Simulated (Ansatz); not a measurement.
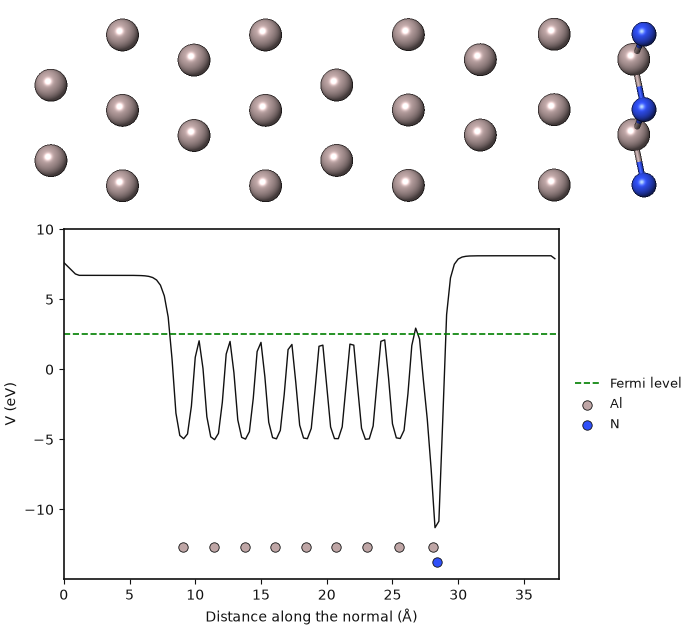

Plane-averaged electrostatic potential energy of an electron across the slab; circles at the bottom mark the heights of the atoms (positions after relaxation). The structure is drawn too.

Structure: a (001) slab cut from Al (P6_3/mmc), of composition Al9N (not the bulk's), ended by Al planes, 10 atoms in the cell.

Method: DFT PBEsol, scalar-relativistic, plane waves, PAW, no spin polarisation, 12×12×1 k mesh, 420 eV cutoff, Gaussian smearing of 0.1 eV (Ansatz).

### Read off the work function of each face.

The work function is 5.60 eV at the right face and 4.20 eV at the left.

### Do the two faces differ, and what does that say about the slab's dipole?

The vacuum level is 1.40 eV higher at the right than at the left, so the slab carries a dipole along its normal; the ramp in the vacuum, at or near the edge of the plot, is the dipole correction that keeps each side flat. Some atoms were held fixed in the relaxation, which can itself make the faces differ.
